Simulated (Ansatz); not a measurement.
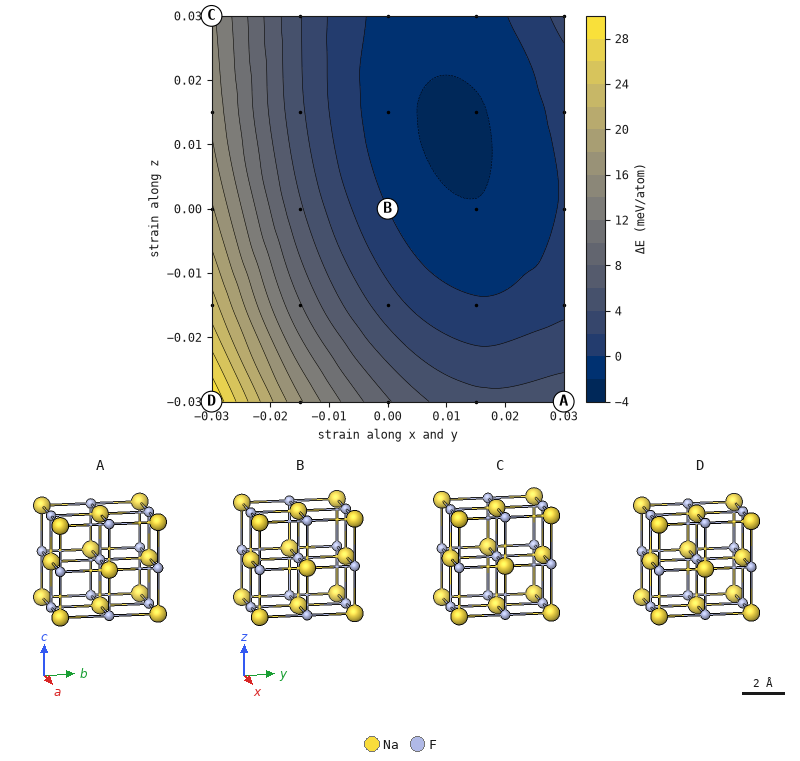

Solid NaF (Fm-3m): the cell is strained equally along x and y and separately along z, with the atoms kept at their fractional coordinates. x, y and z are the Cartesian axes of the input. The map is interpolated between the computed points (dots). The lettered frames are marked on it. Style: ball-and-stick. Shown: the conventional cell (4 times the calculation's cell), slightly off an axis. Lengths and directions refer to the drawn axes.

All numbers below come from Ansatz 0.2.0, DFT PBE, scalar-relativistic, plane waves, PAW. (plane-wave cutoff 420 eV; k-point mesh 8 × 8 × 8; occupations gaussian; smearing width 0.05 eV; no spin polarisation). Energies (free energies at the smearing named) are counted from the cell as listed in its source, which wasn't relaxed.

What does the map show?

Answer. In pairs of (strain along x and y; strain along z): the lowest computed point lies at (0.015, 0.015) (−2.2 meV/atom), the highest at (−0.030, −0.030) (30.0 meV/atom). The valley is tilted: raising the in-plane strain is made harder by raising the strain along z (cross term 0.30 of the geometric mean of the two curvatures). Over the ranges scanned the energy rises more along the first axis, the in-plane strain. The pressure runs from −2.1 GPa at (0.030, 0.030) to 7.5 GPa at (−0.030, −0.030). The frames lie at A (0.030, −0.030): 5.1 meV/atom, B (0.000, 0.000): 0.0 meV/atom, C (−0.030, 0.030): 14.5 meV/atom, D (−0.030, −0.030): 30.0 meV/atom.
